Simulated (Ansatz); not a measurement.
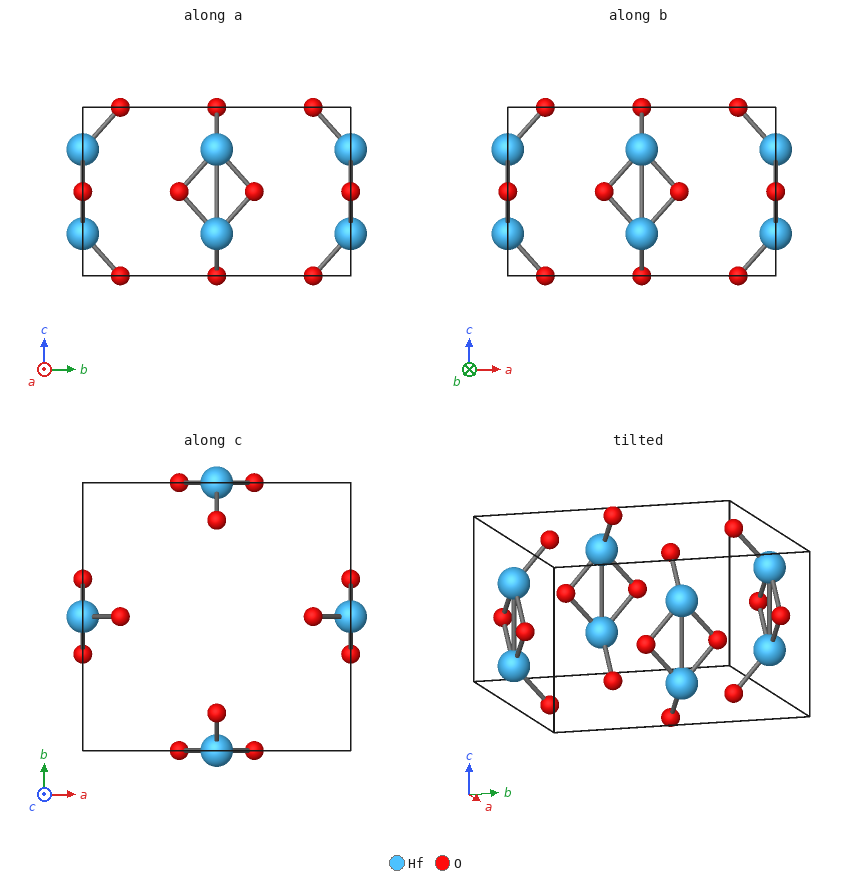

Drawn in the ball-and-stick manner and seen along the a axis, along the b axis, along the c axis and slightly off an axis. The conventional unit cell is outlined; an atom on or near a face, edge or corner is repeated at each equivalent position.

Lattice parameters: a = 9.427 Å, b = 9.427 Å, c = 5.929 Å, α = 90.00°, β = 90.00°, γ = 90.00°.

> Write down what is shown as a table of Wyckoff sites, with free fractional coordinates to two decimals.

Space group I4/mmm (No. 139).
```tsv
atom	site	x	y	z
Hf	4d	0.50	0.00	0.25
O	8j	0.50	0.14	0.00
```

Provenance: a random cell made by a generator, so it need not be a real form of the compound. Atoms and cell were optimised with Ansatz, DFT PBE, scalar-relativistic, plane waves, PAW.
